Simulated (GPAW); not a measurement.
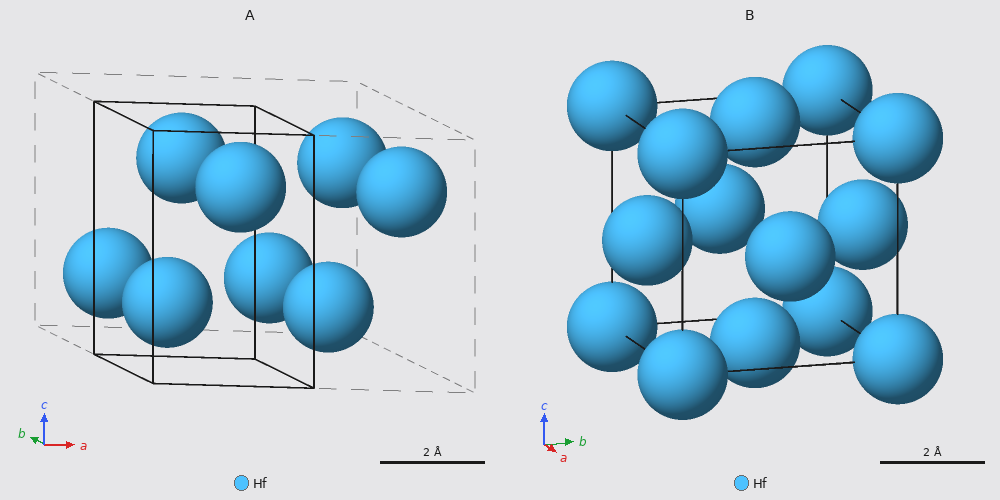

Two structures of Hf, each relaxed (cell and atoms) at zero pressure; conventional cells in solid outline, small ones repeated, each panel with its own scale. Alike in all runs: GPAW 26.7.0; functional PBEsol; dispersion D3; potentials PAW data sets generated in the run's folder for this functional; cutoff 600 eV; occupations fermi-dirac, width 0.05 eV; no spin polarisation; no spin-orbit coupling. The k meshes have like spacings.

### Give the type and space group of each panel.

A: hexagonal close-packed (Mg type), P6₃/mmc; B: face-centred cubic (Cu type), Fm-3m.

### Rank them by energy, lowest first.

A, then B (+65 meV/atom), static energies at zero smearing.

### Collect the results in a table.

| panel | space group | E − E(lowest) (meV/atom) | volume (Å³/atom) |
| --- | --- | --- | --- |
| A | P6₃/mmc | 0 | 21.1 |
| B | Fm-3m | 65 | 21.0 |

The starts are database entries or structure types tried for this composition, and the most stable form need not be among them.

Caveat: later steps reuse the first step's grids; spin-orbit coupling is left out, which matters for Hf, if less for volumes and forces than for levels.
